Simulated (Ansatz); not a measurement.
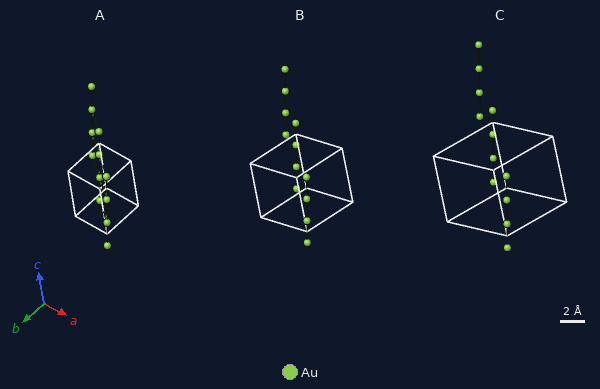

3 geometries from one relaxation of crystalline Au (set up in P4/mmm) (coarse preliminary run), in shuffled order. A ball-and-stick model of the cell of the calculation, repeated 1 × 1 × 2 with one cell outlined, seen from a free direction.

Case: 4 of 4 Na taken out, relaxed.

Computed with DFT PBE, scalar-relativistic, plane waves, PAW in Ansatz. Settings: plane-wave cutoff 420 eV; k-point mesh 4 × 4 × 4; occupations gaussian; smearing width 0.1 eV; no spin polarisation; cell and atoms relaxed; force threshold 0.0325 eV/Å; at most 70 steps.

Order the frames from highest to lowest energy.

C, B, A. They are steps 0, 7, 16, at +1476 meV per atom, +1126 meV per atom relative to the last. Over 14 accepted moves (16 points after the start) the energy falls by 1476 meV per atom. All forces vanish by symmetry, so only the cell relaxes. Pressure: −2.20 GPa at the start and −0.01 GPa at the end. The line search rejected the trial step at point 13 of the run. At 1 point the geometry stayed and the basis and grid were re-selected for the new cell (energy shift of 1.7 meV per atom at most each time). The atoms keep their places relative to the cell (all moves are under 0.005 Å). Cell: a = b = c 5.942 → 3.885 Å (−34.6 %), α 103.4° → 120.0°, β 103.4° → 120.0°, γ 122.6° → 90.0°. Volume −73.3 %. Near-neighbour distances that change, for instance: Au–Au 5.211 → 2.747 Å, Au–Au 2.855 → 2.747 Å. New bonds form: Au–Au (5.21 → 2.75 Å). The space group (tolerance 0.01 Å) goes from P4/mmm (No. 123) to Pm-3m (No. 221). The run took 17 s on 2 threads of Arm Neoverse V2, on a shared host, peak memory 0.38 GiB.
